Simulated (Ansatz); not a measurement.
# Zr2B: one candidate of a structure search, part 1 of 2

The task: take a trial cell of Zr2B to zero force and stress.

Program: Ansatz 0.2.0. Level of theory: DFT PBE, scalar-relativistic, plane waves, PAW. These are calculated values, not measurements.

## 1. The starting structure

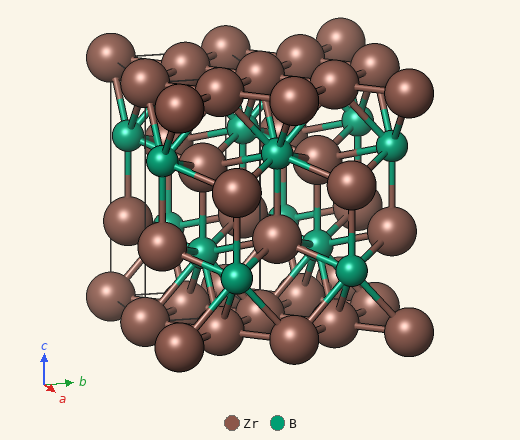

Start, viewed slightly off an axis; zirconium brown, boron teal. 2×2×1 cells are drawn. Atoms on the faces are drawn again on the opposite ones.

Structure file:

```
Zr B
1.0
     3.23844    0.00000    0.00000
     0.00000    3.23844    0.00000
     0.00000    0.00000    6.61808
Zr B
4 2
Direct
  0.50000 0.00000 0.36924
  0.00000 0.50000 0.63076
  0.50000 0.50000 0.00000
  0.00000 0.00000 0.00000
  0.00000 0.50000 0.27315
  0.50000 0.00000 0.72685
```

A structure generator made this guess: species swapped into a database cell of TbSe2 (P4/nmm, No. 129), with B on the Tb sites and Zr on the Se sites. Lengths come from tabulated atomic sizes and are only a guess.

## 2. The guess as it stands, on a coarse mesh

input.yaml reads:

```yaml
crystal:
  lattice:
    - [3.23843958, 0.0, 0.0]
    - [0.0, 3.23843958, 0.0]
    - [0.0, 0.0, 6.61808194]
  atoms:
    - { symbol: Zr, position: [0.5, 0.0, 0.36923814] }
    - { symbol: Zr, position: [0.0, 0.5, 0.63076186] }
    - { symbol: Zr, position: [0.5, 0.5, 0.0] }
    - { symbol: Zr, position: [0.0, 0.0, 0.0] }
    - { symbol: B, position: [0.0, 0.5, 0.27314785] }
    - { symbol: B, position: [0.5, 0.0, 0.72685215] }
basis:
  ecutwfc: 420
kpoints:
  mp_grid: { grid: [6, 6, 4] }
hamiltonian:
  xc: pbe
scf:
  occupations: { method: gaussian, width: 0.1 }
  lower_state_search: "off"
output:
  forces: true
  stress: true
  eigenvalues: true
```

The run is started by

```
$ ansatz run input.yaml --threads 1 --pin off --max-ram 2560MiB --backend cpu --events-out ev --progress --plain --runs-dir out
```

Output, cut to the lines that bear on the results:

```text
[...]
SCF converged after 7 iterations
Free energy (F): -17040.465244 eV
[...]
E sigma→0 (E₀):  -17040.449213 eV
Entropy (-TS):   -0.032061 eV (-5.344 meV/atom)
Fermi energy:    20.838913 eV
[...]
--- Forces (eV/Å), atoms counted from 1 ---
  atom   1  Zr     0.00000000     0.00000000     0.85599486
  atom   2  Zr    -0.00000000     0.00000000    -0.85599486
  atom   3  Zr     0.00000000     0.00000000     0.00000000
  atom   4  Zr    -0.00000000     0.00000000    -0.00000000
  atom   5  B     -0.00000000     0.00000000    -0.07165309
  atom   6  B      0.00000000     0.00000000     0.07165309
[...]
--- Stress (GPa, compression-positive) ---
      110.457648       0.000000      -0.000000
        0.000000     110.457648      -0.000000
       -0.000000      -0.000000      74.764178
  P = ⅓ Tr σ = 98.5598 GPa (985.598 kbar)
--- Band table (eV; the first three rows and the last of 30) ---
[...]
```

Run time: 4.6 s. Hardware: 1 thread of Intel Xeon Platinum 8259CL at 2.50GHz (Skylake/Cascade Lake), shared host; peak memory 0.38 GiB.

Read-out: pressure 98.6 GPa, largest force 0.86 eV/Å, gap on this mesh none (metal). A cheap, loose relaxation comes first.

## 3. Coarse relaxation

Changes to input.yaml since step 2:

```diff
@@ -25 +25,6 @@
   eigenvalues: true
+relax:
+  adjacent_minimum: "off"
+  f_tol: 0.04
+  max_steps: 70
+  cell: { stress_tol: 0.4 }
```

The run is started by

```
$ ansatz run input.yaml --threads 1 --pin off --max-ram 2560MiB --backend cpu --events-out ev --progress --plain --runs-dir out
```

Output:

```text
Warning: RAYON_NUM_THREADS=1 ignored (pool sized by the plan → 1); use --threads N
Engine: ansatz 0.2.0, x86_64-unknown-linux-gnu
Pseudopotentials: kind: paw
Pseudopotential: Zr, paw, valence charge 12, recommended cutoff 420 eV (normal), Zr.paw.azcp
Pseudopotential: B, paw, valence charge 3, recommended cutoff 420 eV (normal), B.paw.azcp
Functional definition: PBE
  parameter kappa = 0.804
  parameter beta = 0.06672455060314922
  exchange = pbe_x(kappa = kappa, mu = beta*pi^2/3)
  correlation = pbe_c(beta = beta)
Crystal: 6 atoms, lattice volume = 69.407 Å³
Basis set: ecut = 420 eV, 1391 PW (Γ), exchange–correlation on 48×48×90 points (8 copies of the dense FFT grid, shifted against one another)
Bands: 33, of which v1, the nominal top of the filled ones, is band 27 counted from 1 (26 counted from 0)
Symmetry: 16 space group operations
Space group: P4/nmm (ITA 129), of the structure as read, at distance tolerance 4.1e-5 Å
k-points: 30 of 144
Non-local potential: Zr, projectors of the file, l = 0: 3, l = 1: 2, l = 2: 2, l = 3: 2
Non-local potential: B, projectors of the file, l = 0: 2, l = 1: 2, l = 2: 1
PAW form: soft (Blöchl's): semilocal exchange-correlation on the pseudo side does not see the compensation charge
PAW one-centre angular grid: Zr, 590 points (default); XC on 64 Gauss nodes
PAW one-centre angular grid: B, 110 points (default); XC on 64 Gauss nodes
Initial density: superposition of atomic densities (neutral atoms: chi_scale 0, normalization atom), corrected by the library's trained network
Initial wavefunctions: pseudopotential atomic-orbital guess
Functional: x = pbe(κ = 0.804, μ = 0.2195149727645171), c = pbe(β = 0.06672455060314922)
SCF iter   1: F=—  HF=-17040.519656 eV  |F-HF|=—  |Δ(HF+E_count)|=         —  Δρ=1.72e-2  dr2=5.12e-1  ethr=1.77e-3  ⟨swp⟩=5.2  Hψ=4008  notcnv=0
preconditioner: auto → Kerker (q_TF=auto, 2.617 Å⁻¹)  [metal: Δε(μ)=0.019 eV  Ē_g=17.306 eV  σ=0.100 eV  W_gap=0.11  n_scr=16 (ndim 8)  ℏωp=30.2 eV  f_vac=0.000  D(μ)=5.03/eV (n_scr^D=54)]
SCF iter   2: F=—  HF=-17040.471369 eV  |F-HF|=—  |Δ(HF+E_count)|=   4.83e-2  Δρ=6.97e-3  dr2=3.31e-2  ethr=9.49e-4  ⟨swp⟩=1.5  Hψ=1258  notcnv=0  defer=6
SCF iter   3: F=—  HF=-17040.467454 eV  |F-HF|=—  |Δ(HF+E_count)|=   3.91e-3  Δρ=3.69e-3  dr2=9.25e-3  ethr=6.13e-5  ⟨swp⟩=1.1  Hψ=961  notcnv=0  defer=6
SCF iter   4: F=—  HF=-17040.465237 eV  |F-HF|=—  |Δ(HF+E_count)|=   2.22e-3  Δρ=3.79e-4  dr2=8.32e-5  ethr=1.71e-5  ⟨swp⟩=2.8  Hψ=1731  notcnv=0  defer=6
SCF iter   5: F=—  HF=-17040.465245 eV  |F-HF|=—  |Δ(HF+E_count)|=   7.96e-6  Δρ=8.64e-5  dr2=1.33e-5  ethr=1.54e-7  ⟨swp⟩=2.1  Hψ=1192  notcnv=0  defer=6
SCF iter   6: F=—  HF=-17040.465244 eV  |F-HF|=—  |Δ(HF+E_count)|=   6.15e-7  Δρ=1.88e-5  dr2=4.82e-7  ethr=2.47e-8  ⟨swp⟩=1.1  Hψ=965  notcnv=0  defer=6
SCF iter   7: F=-17040.465244 eV  HF=-17040.465244 eV  |F-HF|=9.62e-9  |Δ(HF+E_count)|=   2.40e-8  Δρ=4.08e-6  dr2=1.68e-8  ethr=1.85e-10  ⟨swp⟩=8.5  Hψ=4064  notcnv=0
SCF 1 converged in 7 iterations: F = -17040.465244 eV  dr2 = 1.68e-8
relax step   1: F+E_penalty+E_count = -17040.46524396 eV  Δ(F+E_penalty+E_count) = +0.000e0 eV  max|allowed force component| = 8.560e-1 eV/Å  Δτ_max = 0.0000 Å  P = +98.560 GPa  Ω = 69.407 Å³  (7 SCF iters, dr2 threshold 1.00e-7 eV, accepted)
Crystal: 6 atoms, lattice volume = 79.078 Å³
Basis set: ecut = 420 eV, 1547 PW (Γ), exchange–correlation on 48×48×90 points (8 copies of the dense FFT grid, shifted against one another)
Initial density: handed on by an earlier stage of this run
Initial wavefunctions: those handed on with the density
SCF iter   1: F=—  HF=-17045.080193 eV  |F-HF|=—  |Δ(HF+E_count)|=         —  Δρ=1.95e-2  dr2=1.82e0  ethr=3.10e-3  ⟨swp⟩=7.5  Hψ=3858  notcnv=0
preconditioner: auto → Kerker (q_TF=auto, 2.560 Å⁻¹)  [metal: Δε(μ)=0.051 eV  Ē_g=16.785 eV  σ=0.100 eV  W_gap=0.26  n_scr=16 (ndim 8)  ℏωp=28.1 eV  f_vac=0.000  D(μ)=5.13/eV (n_scr^D=54)]
SCF iter   2: F=—  HF=-17044.940890 eV  |F-HF|=—  |Δ(HF+E_count)|=   1.39e-1  Δρ=6.57e-3  dr2=4.34e-2  ethr=3.10e-3  ⟨swp⟩=1.5  Hψ=1254  notcnv=0  defer=1
SCF iter   3: F=—  HF=-17044.932776 eV  |F-HF|=—  |Δ(HF+E_count)|=   8.11e-3  Δρ=3.47e-3  dr2=1.20e-2  ethr=8.05e-5  ⟨swp⟩=1.9  Hψ=1100  notcnv=0  defer=28
SCF iter   4: F=—  HF=-17044.929843 eV  |F-HF|=—  |Δ(HF+E_count)|=   2.93e-3  Δρ=4.43e-4  dr2=1.24e-4  ethr=2.22e-5  ⟨swp⟩=2.0  Hψ=1305  notcnv=0  defer=28
SCF iter   5: F=—  HF=-17044.929843 eV  |F-HF|=—  |Δ(HF+E_count)|=   9.06e-7  Δρ=9.47e-5  dr2=1.93e-5  ethr=2.30e-7  ⟨swp⟩=2.1  Hψ=1668  notcnv=0  defer=30
SCF iter   6: F=—  HF=-17044.929842 eV  |F-HF|=—  |Δ(HF+E_count)|=   1.37e-6  Δρ=1.94e-5  dr2=1.15e-6  ethr=3.57e-8  ⟨swp⟩=2.0  Hψ=1149  notcnv=0  defer=30
SCF iter   7: F=-17044.929842 eV  HF=-17044.929842 eV  |F-HF|=1.94e-8  |Δ(HF+E_count)|=   6.81e-8  Δρ=3.99e-6  dr2=2.67e-8  ethr=1.11e-9  ⟨swp⟩=7.9  Hψ=3580  notcnv=0
SCF 2 converged in 7 iterations: F = -17044.929842 eV  dr2 = 2.67e-8
relax step   2: F+E_penalty+E_count = -17044.92984200 eV  Δ(F+E_penalty+E_count) = -4.465e0 eV  max|allowed force component| = 1.023e-1 eV/Å  Δτ_max = 0.0147 Å  P = +49.878 GPa  Ω = 79.078 Å³  energy of the carried Pulay correction = -8.463e-3 eV  (7 SCF iters, dr2 threshold 6.00e-7 eV, accepted)
Crystal: 6 atoms, lattice volume = 88.334 Å³
Basis set: ecut = 420 eV, 1715 PW (Γ), exchange–correlation on 48×48×90 points (8 copies of the dense FFT grid, shifted against one another)
iter 1 solved again at ethr=1.09e-3 eV; its pass at ethr=3.10e-3 eV (dr2=5.87e-1 eV) is discarded
SCF iter   1: F=—  HF=-17047.122836 eV  |F-HF|=—  |Δ(HF+E_count)|=         —  Δρ=1.27e-2  dr2=5.89e-1  ethr=1.09e-3  ⟨swp⟩=1.0  Hψ=5085  notcnv=0
preconditioner: auto → Kerker (q_TF=auto, 2.513 Å⁻¹)  [metal: Δε(μ)=0.040 eV  Ē_g=4.563 eV  σ=0.100 eV  W_gap=0.21  n_scr=20 (ndim 8)  ℏωp=18.5 eV  f_vac=0.000  D(μ)=6.23/eV (n_scr^D=58)]
SCF iter   2: F=—  HF=-17047.063601 eV  |F-HF|=—  |Δ(HF+E_count)|=   5.92e-2  Δρ=4.31e-3  dr2=2.18e-2  ethr=1.09e-3  ⟨swp⟩=2.0  Hψ=1210  notcnv=0
SCF iter   3: F=—  HF=-17047.058527 eV  |F-HF|=—  |Δ(HF+E_count)|=   5.07e-3  Δρ=2.10e-3  dr2=5.65e-3  ethr=4.04e-5  ⟨swp⟩=2.0  Hψ=1203  notcnv=0
SCF iter   4: F=—  HF=-17047.057284 eV  |F-HF|=—  |Δ(HF+E_count)|=   1.24e-3  Δρ=3.42e-4  dr2=1.73e-4  ethr=1.05e-5  ⟨swp⟩=2.0  Hψ=1309  notcnv=0
SCF iter   5: F=—  HF=-17047.057361 eV  |F-HF|=—  |Δ(HF+E_count)|=   7.71e-5  Δρ=1.02e-4  dr2=1.72e-5  ethr=3.21e-7  ⟨swp⟩=2.7  Hψ=1625  notcnv=0
SCF iter   6: F=—  HF=-17047.057359 eV  |F-HF|=—  |Δ(HF+E_count)|=   1.77e-6  Δρ=2.49e-5  dr2=1.02e-6  ethr=3.19e-8  ⟨swp⟩=1.2  Hψ=989  notcnv=0
SCF iter   7: F=-17047.057359 eV  HF=-17047.057359 eV  |F-HF|=1.56e-9  |Δ(HF+E_count)|=   7.95e-8  Δρ=3.10e-6  dr2=7.78e-9  ethr=1.11e-9  ⟨swp⟩=5.2  Hψ=3288  notcnv=0
SCF 3 converged in 7 iterations: F = -17047.057359 eV  dr2 = 7.78e-9
relax step   3: F+E_penalty+E_count = -17047.05735884 eV  Δ(F+E_penalty+E_count) = -2.128e0 eV  max|allowed force component| = 3.625e-1 eV/Å  Δτ_max = 0.0323 Å  P = +21.531 GPa  Ω = 88.334 Å³  energy of the carried Pulay correction = -1.560e-2 eV  (7 SCF iters, dr2 threshold 6.00e-7 eV, accepted)
[... from here on, the SCF cycles and remarks between the steps are left out ...]
relax step   4: F+E_penalty+E_count = -17047.74728142 eV  Δ(F+E_penalty+E_count) = -6.899e-1 eV  max|allowed force component| = 3.355e-1 eV/Å  Δτ_max = 0.0350 Å  P = +3.727 GPa  Ω = 97.350 Å³  energy of the carried Pulay correction = -2.180e-2 eV  (7 SCF iters, dr2 threshold 6.00e-7 eV, accepted)
relax step   5: F+E_penalty+E_count = -17047.82834416 eV  Δ(F+E_penalty+E_count) = -8.106e-2 eV  max|allowed force component| = 1.769e-1 eV/Å  Δτ_max = 0.0305 Å  P = -0.611 GPa  Ω = 100.415 Å³  energy of the carried Pulay correction = -2.376e-2 eV  (6 SCF iters, dr2 threshold 6.00e-7 eV, accepted)
relax step   6: F+E_penalty+E_count = -17047.83727091 eV  Δ(F+E_penalty+E_count) = -8.927e-3 eV  max|allowed force component| = 1.405e-1 eV/Å  Δτ_max = 0.0149 Å  P = +0.072 GPa  Ω = 99.865 Å³  energy of the carried Pulay correction = -2.342e-2 eV  (6 SCF iters, dr2 threshold 6.00e-7 eV, accepted)
relax step   7: F+E_penalty+E_count = -17047.84111388 eV  Δ(F+E_penalty+E_count) = -3.843e-3 eV  max|allowed force component| = 6.492e-2 eV/Å  Δτ_max = 0.0165 Å  P = +0.291 GPa  Ω = 99.673 Å³  energy of the carried Pulay correction = -2.329e-2 eV  (6 SCF iters, dr2 threshold 6.00e-7 eV, accepted)
relax step   8: F+E_penalty+E_count = -17047.84184496 eV  Δ(F+E_penalty+E_count) = -7.311e-4 eV  max|allowed force component| = 4.177e-3 eV/Å  Δτ_max = 0.0100 Å  P = -0.018 GPa  Ω = 99.882 Å³  energy of the carried Pulay correction = -2.343e-2 eV  (6 SCF iters, dr2 threshold 2.63e-7 eV, accepted)
relax step   9: F+E_penalty+E_count = -17047.91333327 eV  Δ(F+E_penalty+E_count) = -7.149e-2 eV  max|allowed force component| = 5.916e-3 eV/Å  Δτ_max = 0.0000 Å  P = +0.607 GPa  Ω = 99.882 Å³  stress off target by 7.73e-1 GPa  SCF on the basis re-selected at this cell (its energy is not comparable with the rows above)  (6 SCF iters)
relax step  10: F+E_penalty+E_count = -17047.91470126 eV  Δ(F+E_penalty+E_count) = -1.368e-3 eV  max|allowed force component| = 4.094e-3 eV/Å  Δτ_max = 0.0055 Å  P = +0.042 GPa  Ω = 100.320 Å³  energy of the carried Pulay correction = -1.697e-4 eV  (6 SCF iters, dr2 threshold 6.00e-7 eV, accepted)
iter 1 solved again at ethr=3.61e-8 eV; its pass at ethr=3.10e-3 eV (dr2=1.95e-5 eV) is discarded
SCF iter   1: F=—  HF=-17047.914853 eV  |F-HF|=—  |Δ(HF+E_count)|=         —  Δρ=1.16e-5  dr2=1.14e-8  ethr=3.61e-8  ⟨swp⟩=3.1  Hψ=6822  notcnv=0
preconditioner: auto → Kerker (q_TF=auto, 2.461 Å⁻¹)  [metal: Δε(μ)=0.013 eV  Ē_g=4.141 eV  σ=0.100 eV  W_gap=0.08  n_scr=28 (ndim 8)  ℏωp=17.4 eV  f_vac=0.000  D(μ)=7.08/eV (n_scr^D=74)]
SCF iter   2: F=—  HF=-17047.914856 eV  |F-HF|=—  |Δ(HF+E_count)|=   3.18e-6  Δρ=6.05e-6  dr2=2.87e-9  ethr=2.10e-11  ⟨swp⟩=2.2  Hψ=1819  notcnv=0
iter 3 did not close the SCF: its close was put off for the readings that it lacked (scf_convergence_deferred on its scf_iter line)
SCF iter   3: F=-17047.914856 eV  HF=-17047.914856 eV  |F-HF|=3.64e-11  |Δ(HF+E_count)|=   6.04e-8  Δρ=3.97e-7  dr2=9.24e-11  ethr=5.31e-12  ⟨swp⟩=3.0  Hψ=1955  notcnv=0
iter 4 did not close the SCF: its close was put off for the readings that it lacked (scf_convergence_deferred on its scf_iter line)
SCF iter   4: F=-17047.914856 eV  HF=-17047.914856 eV  |F-HF|=0.00e0  |Δ(HF+E_count)|=  8.37e-11  Δρ=7.54e-8  dr2=8.00e-12  ethr=1.00e-12  ⟨swp⟩=1.0  Hψ=990  notcnv=0
iter 5 did not close the SCF: its close was put off for the readings that it lacked (scf_convergence_deferred on its scf_iter line)
SCF iter   5: F=-17047.914856 eV  HF=-17047.914856 eV  |F-HF|=1.46e-11  |Δ(HF+E_count)|=  3.64e-12  Δρ=1.92e-8  dr2=4.73e-13  ethr=1.00e-12  ⟨swp⟩=1.0  Hψ=990  notcnv=0
iter 6 did not close the SCF: its close was put off for the readings that it lacked (scf_convergence_deferred on its scf_iter line)
SCF iter   6: F=-17047.914856 eV  HF=-17047.914856 eV  |F-HF|=7.28e-12  |Δ(HF+E_count)|=    0.00e0  Δρ=3.13e-9  dr2=1.21e-14  ethr=1.00e-12  ⟨swp⟩=1.0  Hψ=990  notcnv=0
SCF iter   7: F=-17047.914856 eV  HF=-17047.914856 eV  |F-HF|=0.00e0  |Δ(HF+E_count)|=  7.28e-12  Δρ=5.41e-10  dr2=3.19e-16  ethr=1.00e-12  ⟨swp⟩=1.0  Hψ=2100  notcnv=0
SCF 11 converged in 7 iterations: F = -17047.914856 eV  dr2 = 3.19e-16
relax step  11: F+E_penalty+E_count = -17047.91485596 eV  Δ(F+E_penalty+E_count) = -1.547e-4 eV  max|allowed force component| = 4.080e-3 eV/Å  Δτ_max = 0.0000 Å  P = +0.041 GPa  Ω = 100.320 Å³  stress off target by 6.72e-2 GPa  SCF on the basis re-selected at this cell (its energy is not comparable with the rows above)  (7 SCF iters)
basis re-selected at this cell: Δ(F+E_penalty+E_count) = -1.547e-4 eV, ΔP = -0.000 GPa vs the last step (what re-selecting the basis moved, of the pressure what is left beyond the Pulay correction that the steps carried, after the strain that the cell walked since its last selection, with what the two solves' SCF thresholds leave and, on support functions, any second-order correction that the steps lacked; it is no measure of the basis error at this ecutwfc). This SCF's stress stands 6.72e-2 GPa from its target on what of the cell is left free (relax.cell.stress_tol is 4.00e-1 GPa) and its largest allowed force component is 4.08e-3 eV/Å (relax.f_tol is 4.00e-2 eV/Å): within both
SCF converged after 7 iterations
Free energy (F): -17047.914856 eV
Harris-Foulkes:  -17047.914856 eV  (|F-HF|=0.00e0)
Internal energy: -17047.879457 eV  (E = F + TS)
E sigma→0 (E₀):  -17047.897156 eV
Entropy (-TS):   -0.035399 eV (-5.900 meV/atom)
Fermi energy:    13.984966 eV
--- Per-component energies (eV) ---
  E_band       = -315.131981
  E_kinetic    = 1428.131657
  E_local      = -2596.594444  (includes V_loc(G=0)·N_el)
  E_nonlocal   = 344.449435
  E_hartree    = 838.910186
  E_xc         = -711.826517
  E_vxc        = -841.504100  (∫ρ·V_xc dr)
  E_paw        = -11973.626800  (= ΣΔE_a)
  E_vpaw       = -327.434998  (= ΣTr[D̂ρ^β])
  E_aug_tail   = 0.000095  (compensation charges beyond the density's cutoff)
  E_ewald      = -4377.323069
  E_smearing   = -0.035399  (= −TS)
  E_closure    = 0.000000  (closes the sum)
  Σ components = -17047.914856   (vs F -17047.914856, Δ=0.00e0)
--- Forces (eV/Å), atoms counted from 1 ---
  atom   1  Zr     0.00000000     0.00000000     0.00407955
  atom   2  Zr     0.00000000    -0.00000000    -0.00407955
  atom   3  Zr     0.00000000     0.00000000    -0.00000000
  atom   4  Zr    -0.00000000    -0.00000000     0.00000000
  atom   5  B      0.00000000    -0.00000000     0.00130936
  atom   6  B     -0.00000000     0.00000000    -0.00130936
  max |Σ_I F_I| component: 2.69e-17 eV/Å
--- Stress (GPa, compression-positive) ---
        0.067165      -0.000000       0.000000
       -0.000000       0.067165      -0.000000
        0.000000      -0.000000      -0.009894
  P = ⅓ Tr σ = 0.0415 GPa (0.415 kbar)
--- Band table (eV; the first three rows and the last of 30) ---
  k-point 0: bands = ["-34.5007", "-34.4120", "-34.2206", "-33.5474", "-13.0793", "-13.0793", "-12.6637", "-12.5963", "-12.5436", "-12.5436", "-12.3233", "-12.3233", "-11.9970", "-11.6320", "-11.1160", "-11.1160", "6.1399", "7.5574", "10.3373", "10.3950", "12.0042", "12.0042", "12.1379", "12.5279", "12.9022", "13.8264", "15.0079", "15.0079", "15.1473", "15.1473", "15.3134", "15.7617", "16.1482"]
  k-point 1: bands = ["-34.4969", "-34.4174", "-34.2189", "-33.5474", "-13.0766", "-13.0766", "-12.7453", "-12.5541", "-12.5541", "-12.4765", "-12.3153", "-12.3153", "-12.0366", "-11.6320", "-11.1162", "-11.1162", "6.3566", "7.4006", "9.8890", "10.4006", "12.1173", "12.1173", "12.1427", "12.6683", "13.2277", "13.9824", "14.5651", "14.5651", "14.8376", "15.2376", "15.2376", "15.7093", "16.4475"]
  k-point 2: bands = ["-34.4927", "-34.4233", "-34.2172", "-33.5474", "-13.0739", "-13.0739", "-12.7839", "-12.5640", "-12.5640", "-12.3862", "-12.3080", "-12.3080", "-12.0898", "-11.6320", "-11.1165", "-11.1165", "6.8873", "6.9062", "9.7148", "10.2004", "12.1476", "12.2569", "12.2569", "12.8564", "13.6826", "13.8985", "14.1754", "14.1754", "14.3955", "15.3426", "15.3426", "15.6602", "17.1979"]
  k-point 29: bands = ["-34.4409", "-34.4409", "-33.8806", "-33.8806", "-13.4810", "-13.4810", "-12.7506", "-12.7506", "-12.4359", "-12.4359", "-12.3676", "-12.3676", "-11.8893", "-11.8893", "-10.8860", "-10.8860", "7.7465", "7.7465", "11.1292", "11.1292", "12.3094", "12.3094", "13.0389", "13.0389", "13.5787", "13.5787", "13.6498", "13.6498", "13.7390", "13.7390", "17.3731", "17.3731", "17.5617"]
--- Relaxed structure (9 steps of the walk, 9 accepted, 2 SCFs on fresh bases) ---
  F+E_penalty+E_count = -17047.91485596 eV   max|allowed force component| = 4.080e-3 eV/Å   (the final SCF, on the basis selected at the relaxed cell)
  cell:  # Å, volume = 100.3196 Å³
    - [3.7825105921390105, -2.6559083678889195e-34, 6.544931226360232e-33]
    - [-2.276492886761931e-34, 3.7825105921390096, 5.691232216904827e-34]
    - [1.3220162732164216e-32, 1.1630614133935454e-33, 7.011733118978835]
  atoms:
    - { symbol: Zr, position: [0.49999999999999994, -1.5982810849726265e-34, 0.3694067126661348] }
    - { symbol: Zr, position: [8.98250792756063e-34, 0.5, 0.6305932873338654] }
    - { symbol: Zr, position: [0.49999999999999994, 0.5, 1.0921615278817862e-20] }
    - { symbol: Zr, position: [-9.156038475028865e-34, -1.1522491542825913e-34, 1.0921615278817015e-20] }
    - { symbol: B, position: [-2.31682203549511e-34, 0.5, 0.27167815359077563] }
    - { symbol: B, position: [0.49999999999999994, 1.5239424298576208e-34, 0.7283218464092243] }
```

It took 72 s on 1 thread of Intel Xeon Platinum 8259CL at 2.50GHz (Skylake/Cascade Lake), shared host; peak memory 0.45 GiB.

Step by step:

| step | energy from step 1 (eV/cell) | largest force component (eV/Å) | pressure (GPa) | volume (Å³) |
| --- | --- | --- | --- | --- |
| 1 | 0.0000 | 0.8560 | 98.56 | 69.41 |
| 2 | -4.4646 | 0.1023 | 49.88 | 79.08 |
| 3 | -6.5921 | 0.3625 | 21.53 | 88.33 |
| 4 | -7.2820 | 0.3355 | 3.73 | 97.35 |
| 5 | -7.3631 | 0.1769 | -0.61 | 100.42 |
| 6 | -7.3720 | 0.1405 | 0.07 | 99.87 |
| 7 | -7.3759 | 0.0649 | 0.29 | 99.67 |
| 8 | -7.3766 | 0.0042 | -0.02 | 99.88 |
| 9 | -7.4481 | 0.0059 | 0.61 | 99.88 |
| 10 | -7.4495 | 0.0041 | 0.04 | 100.32 |
| 11 | -7.4496 | 0.0041 | 0.04 | 100.32 |

Step 1 is the start. Steps 9, 11 each repeat the geometry before them on a plane-wave basis chosen anew, so the energy can jump there without any move.

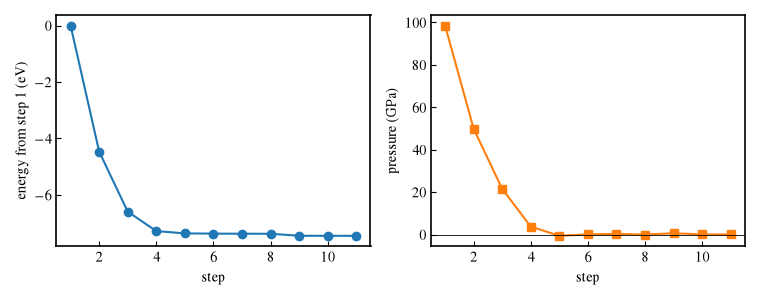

Energy and pressure along the relaxation.

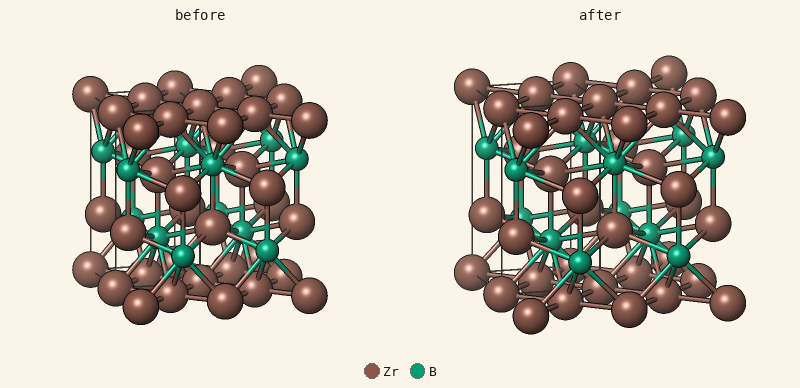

The structure before (left) and after (right) the relaxation, drawn at the same scale.

|  | before | after | change |
| --- | --- | --- | --- |
| a (Å) | 3.238 | 3.783 | +16.8 % |
| b (Å) | 3.238 | 3.783 | +16.8 % |
| c (Å) | 6.618 | 7.012 | +5.9 % |
| volume (Å³/atom) | 11.57 | 16.72 | +44.5 % |
| shortest distance (Å) | 2.290 | 2.517 | +9.9 % |
| space group (0.01 Å) | P4/nmm | P4/nmm | same |

Forces and stress were held to the start's 16 operations: a distortion of lower symmetry was not tested.

(Continued in part 2 of 2.)
